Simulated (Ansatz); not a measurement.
System: Hg.

Space group I4_1/amd. The cell comes from a database of computed structures, not from a measurement.

```xyz
4
Lattice="5.8595 0.0000 0.0000 0.0000 5.8595 0.0000 0.0000 0.0000 3.1451" Properties=species:S:1:pos:R:3 pbc="T T T"
Hg    0.0000    2.9298    0.7863
Hg    2.9298    0.0000    2.3588
Hg    0.0000    0.0000    0.0000
Hg    2.9298    2.9298    1.5726
```

These are results of DFT PBE, scalar-relativistic, plane waves, PAW in Ansatz, not measurements.

Question: How does the converged density differ from a superposition of free atoms?

Answer: Hg–Hg (3.03 Å): Δρ is +0.02 e/Å³ at the midpoint.
- Over the whole cell, outside the masked cores, the largest gain, 0.02 e/Å³, lies 1.5 Å from a mercury nucleus, and the largest loss lies at the edge of the masked core of Hg.
- The rearranged charge, half the integral of |Δρ|, is about 0.12 e an atom.

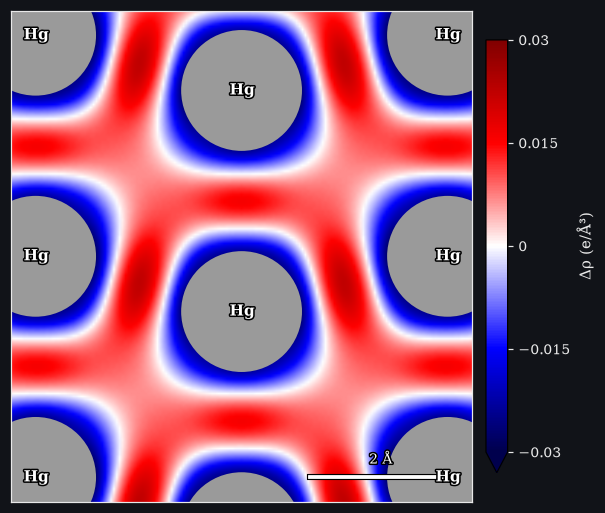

Computed deformation density: a map on the (100) plane of the conventional cell, with grey discs over the atomic cores.

Cores are masked to 0.9 Å (Hg).

In a PAW calculation such maps are meaningful between the atoms, not at the nuclei.
